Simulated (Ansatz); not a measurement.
## What a change does: single-point calculation on AlN

System: AlN (P6₃mc, 4 atoms in the cell).
Method of the first run: Kohn-Sham DFT of a periodic cell, LDA, Ansatz PAW, no spin polarisation (Ansatz 0.2.0).

The structure derives from an entry of the Crystallography Open Database. Text and figures count atoms from 1; the logs count them from 0 in places.

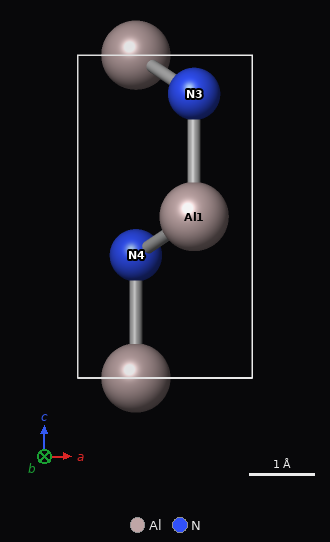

Figure 1. The structure (ball-and-stick view of the cell of the calculation, along the b axis; atoms are numbered from 1 in the order of the input). Near neighbours in the crystal (not all of them lie inside the picture): Al has 4 N at 1.89 Å; N has 4 Al at 1.89 Å.

**Input, the first run**
```yaml
crystal:
  lattice:
    - [3.113, 0.0, 0.0]
    - [-1.5565, 2.695937082, 0.0]
    - [0.0, 0.0, 4.981]
  atoms:
    - { symbol: Al, position: [0.6666666667, 0.3333333333, 0.5] }
    - { symbol: Al, position: [0.3333333333, 0.6666666667, 0.0] }
    - { symbol: "N", position: [0.6666666667, 0.3333333333, 0.88] }
    - { symbol: "N", position: [0.3333333333, 0.6666666667, 0.38] }
hamiltonian:
  xc: lda
  pseudopotentials: { kind: paw }
kpoints:
  mp_grid: { grid: [10, 10, 6] }
scf:
  occupations: { method: fermi_dirac, width: 0.05 }
output:
  forces: true
  stress: true
  eigenvalues: true
```

Launched with:
```bash
ansatz run input.yaml --threads 2 --pin off --max-ram 5120MiB --backend cpu --events-out ev --progress --plain --runs-dir out
```

Hardware: 2 threads of Arm Neoverse V1, 24 GiB of memory available, shared host.

**Output, shortened to warnings, some set-up lines, iterations and results (the first run)**
```
Basis set: ecut = 420 eV, 809 PW (Γ)
Symmetry: 12 space group operations
k-points: 56 of 600 (time reversal used)
Initial density: superposition of atomic densities (neutral atoms: chi_scale 0, normalization atom), corrected by the library's trained network
[...]
SCF iter   1: F=—  HF=-1779.711606 eV  |F-HF|=—  |Δ(HF+E_count)|=         —  Δρ=9.31e-3  dr2=4.17e-2  ethr=1.77e-3  ⟨swp⟩=5.5  Hψ=4387  notcnv=0
SCF iter   2: F=—  HF=-1779.699318 eV  |F-HF|=—  |Δ(HF+E_count)|=   1.23e-2  Δρ=2.49e-3  dr2=1.40e-3  ethr=2.61e-4  ⟨swp⟩=3.0  Hψ=1601  notcnv=0
SCF iter   3: F=—  HF=-1779.698784 eV  |F-HF|=—  |Δ(HF+E_count)|=   5.34e-4  Δρ=8.48e-4  dr2=1.32e-4  ethr=8.74e-6  ⟨swp⟩=1.4  Hψ=782  notcnv=0
SCF iter   4: F=—  HF=-1779.698726 eV  |F-HF|=—  |Δ(HF+E_count)|=   5.76e-5  Δρ=2.42e-5  dr2=1.14e-7  ethr=8.22e-7  ⟨swp⟩=2.0  Hψ=1060  notcnv=0
SCF iter   5: F=—  HF=-1779.698726 eV  |F-HF|=—  |Δ(HF+E_count)|=   7.04e-8  Δρ=5.11e-6  dr2=6.88e-9  ethr=7.16e-10  ⟨swp⟩=2.0  Hψ=1120  notcnv=0
SCF iter   6: F=-1779.698726 eV  HF=-1779.698726 eV  |F-HF|=1.59e-12  |Δ(HF+E_count)|=   2.00e-9  Δρ=5.15e-7  dr2=5.81e-11  ethr=4.30e-11  ⟨swp⟩=2.0  Hψ=2077  notcnv=0
SCF 1 converged in 6 iterations: F = -1779.698726 eV  dr2 = 5.81e-11
SCF converged after 6 iterations
Free energy (F): -1779.698726 eV
Harris-Foulkes:  -1779.698726 eV  (|F-HF|=1.59e-12)
Internal energy: -1779.698726 eV  (E = F + TS)
E sigma→0 (E₀):  -1779.698726 eV
Fermi energy:    8.973060 eV
--- Per-component energies (eV) ---
  E_band       = 26.248069
  E_kinetic    = 317.467909
  E_local      = -449.499144  (includes V_loc(G=0)·N_el)
  E_nonlocal   = 114.805884
  E_hartree    = 153.837762
  E_xc         = -201.052341
  E_vxc        = -215.005275  (∫ρ·V_xc dr)
  E_paw        = -1123.867229  (= ΣΔE_a)
  E_vpaw       = -49.197067  (= ΣTr[D̂ρ^β])
  E_aug_tail   = 0.000181  (compensation charges beyond the density's cutoff)
  E_ewald      = -591.663270
  E_core_change = 0.271521  (= ΣΔE_core)
  E_smearing   = -0.000000  (= −TS)
  E_closure    = -0.000000  (closes the sum)
  Σ components = -1779.698726   (vs F -1779.698726, Δ=0.00e0)
--- Forces (eV/Å), atoms counted from 1 ---
  atom   1  Al    -0.00000000     0.00000000    -0.11664918
  atom   2  Al     0.00000000    -0.00000000    -0.11664918
  atom   3  N     -0.00000000    -0.00000000     0.11664883
  atom   4  N     -0.00000000     0.00000000     0.11664883
  max |Σ_I F_I| component: 7.02e-7 eV/Å
--- Stress (GPa, compression-positive) ---
       -5.205537       0.000000      -0.000000
        0.000000      -5.205537       0.000000
       -0.000000       0.000000      -3.537004
  P = ⅓ Tr σ = -4.6494 GPa (-46.494 kbar)
```

For the second run the input was changed thus:
```diff
-  xc: lda
+  xc: pbe
+basis:
+  ecutwfc: "500 eV"
```

How does the second run compare with the first run?

The total energies belong to different methods, so their difference says nothing on which is more stable or more accurate. The pressure goes from −4.65 to 3.72 GPa. The functional changes from LDA to PBE. The number of SCF iterations is the same. The plane waves at Γ go from 809 to 1087.

**Output, shortened to warnings, some set-up lines, iterations and results (the second run)**
```
Basis set: ecut = 500 eV, 1087 PW (Γ), exchange–correlation on 48×48×80 points (8 copies of the dense FFT grid, shifted against one another)
Symmetry: 12 space group operations
k-points: 56 of 600 (time reversal used)
Initial density: superposition of atomic densities (neutral atoms: chi_scale 0, normalization atom), corrected by the library's trained network
[...]
SCF iter   1: F=—  HF=-1848.506841 eV  |F-HF|=—  |Δ(HF+E_count)|=         —  Δρ=9.92e-4  dr2=1.46e-4  ethr=1.77e-3  ⟨swp⟩=5.6  Hψ=4420  notcnv=0
SCF iter   2: F=—  HF=-1848.507093 eV  |F-HF|=—  |Δ(HF+E_count)|=   2.52e-4  Δρ=4.69e-4  dr2=2.38e-5  ethr=9.11e-7  ⟨swp⟩=2.4  Hψ=1513  notcnv=0
SCF iter   3: F=—  HF=-1848.507288 eV  |F-HF|=—  |Δ(HF+E_count)|=   1.94e-4  Δρ=6.29e-5  dr2=7.36e-7  ethr=1.49e-7  ⟨swp⟩=2.4  Hψ=1127  notcnv=0
SCF iter   4: F=-1848.507289 eV  HF=-1848.507289 eV  |F-HF|=2.10e-8  |Δ(HF+E_count)|=   1.12e-6  Δρ=1.09e-5  dr2=1.77e-8  ethr=4.60e-9  ⟨swp⟩=2.1  Hψ=1029  notcnv=0
SCF iter   5: F=-1848.507289 eV  HF=-1848.507289 eV  |F-HF|=5.93e-11  |Δ(HF+E_count)|=   2.38e-8  Δρ=1.89e-6  dr2=8.63e-10  ethr=1.11e-10  ⟨swp⟩=2.8  Hψ=1242  notcnv=0
SCF iter   6: F=-1848.507289 eV  HF=-1848.507289 eV  |F-HF|=1.50e-11  |Δ(HF+E_count)|=  3.42e-10  Δρ=2.71e-7  dr2=1.60e-11  ethr=5.39e-12  ⟨swp⟩=1.2  Hψ=2081  notcnv=0
SCF 1 converged in 6 iterations: F = -1848.507289 eV  dr2 = 1.60e-11
SCF converged after 6 iterations
Free energy (F): -1848.507289 eV
Harris-Foulkes:  -1848.507289 eV  (|F-HF|=1.50e-11)
Internal energy: -1848.507289 eV  (E = F + TS)
E sigma→0 (E₀):  -1848.507289 eV
Fermi energy:    9.258174 eV
--- Per-component energies (eV) ---
  E_band       = 30.379595
  E_kinetic    = 318.754139
  E_local      = -448.275660  (includes V_loc(G=0)·N_el)
  E_nonlocal   = 111.048569
  E_hartree    = 155.684421
  E_xc         = -203.671982
  E_vxc        = -215.925314  (∫ρ·V_xc dr)
  E_paw        = -1190.383545  (= ΣΔE_a)
  E_vpaw       = -46.590978  (= ΣTr[D̂ρ^β])
  E_aug_tail   = 0.000039  (compensation charges beyond the density's cutoff)
  E_ewald      = -591.663270
  E_smearing   = -0.000000  (= −TS)
  E_closure    = 0.000000  (closes the sum)
  Σ components = -1848.507289   (vs F -1848.507289, Δ=0.00e0)
--- Forces (eV/Å), atoms counted from 1 ---
  atom   1  Al    -0.00000000     0.00000000    -0.12932551
  atom   2  Al     0.00000000    -0.00000000    -0.12932551
  atom   3  N     -0.00000000    -0.00000000     0.12931608
  atom   4  N     -0.00000000     0.00000000     0.12931608
  max |Σ_I F_I| component: 1.89e-5 eV/Å
--- Stress (GPa, compression-positive) ---
        3.190743       0.000000      -0.000000
        0.000000       3.190743       0.000000
       -0.000000       0.000000       4.784490
  P = ⅓ Tr σ = 3.7220 GPa (37.220 kbar)
```

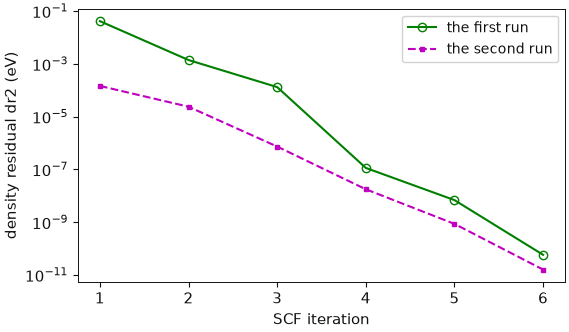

Figure 2. Convergence of the two runs: density residual dr2 against the SCF iteration. The first run takes 6 iterations in all, and the second run takes 6.

**The two runs side by side**

| quantity | the first run | the second run |
| --- | --- | --- |
| outcome | converged | converged |
| free energy per atom (eV) | −444.9247 | −462.1268 |
| gap on the mesh (eV) | 4.24 | 4.21 |
| pressure (GPa) | −4.65 | 3.72 |
| largest force (eV/Å) | 0.117 | 0.129 |
| SCF iterations | 6 | 6 |
| irreducible k-points | 56 | 56 |
| plane waves at Γ | 809 | 1087 |
| wall time (shared host) | 1.6 s | 1.7 s |
